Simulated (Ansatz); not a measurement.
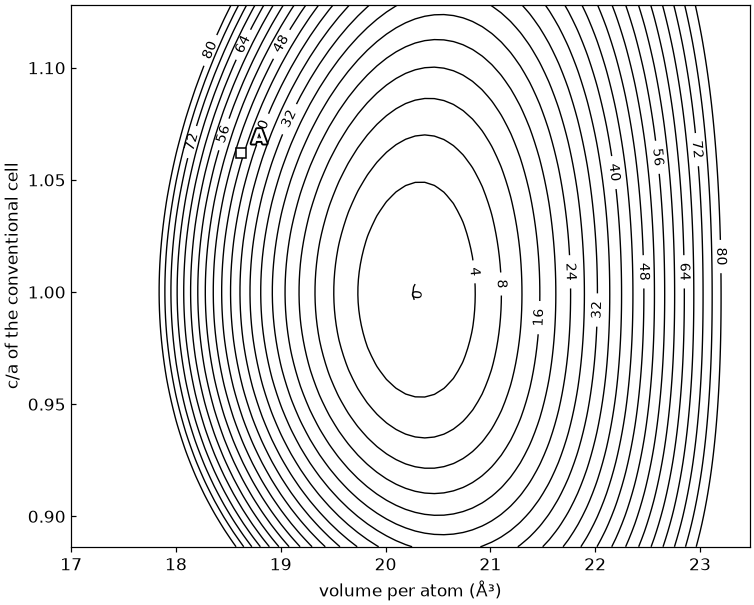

ZnSe2 (Pa-3, No. 205; 12 atoms in the cell). The energy is mapped over volume and the cell's shape. The first coordinate is: volume per atom; the second: c/a of the conventional cell. Nothing is relaxed (fractional coordinates fixed). The scan uses a 5 × 5 grid. Points are written as (first, second). Energies are in meV/atom, from the lowest grid point. Method: Ansatz 0.2.0, DFT PBEsol, scalar-relativistic, plane waves, PAW. Settings: cutoff 520 eV, k-mesh 6×6×6, gaussian smearing 0.05 eV, no spin polarisation.

The picture shows contour lines labelled in meV/atom (none above 80), the point A. Between grid points the surface is interpolated.

> Which way does the force act at A, and how strong is it?

A, at (18.62 Å³, 1.062), is not a stationary point. The computed force is 50 meV/atom for each Å³ towards larger values of volume per atom and 310 meV/atom for each unit towards smaller values of c/a of the conventional cell.

PAW datasets: the set soft_1.
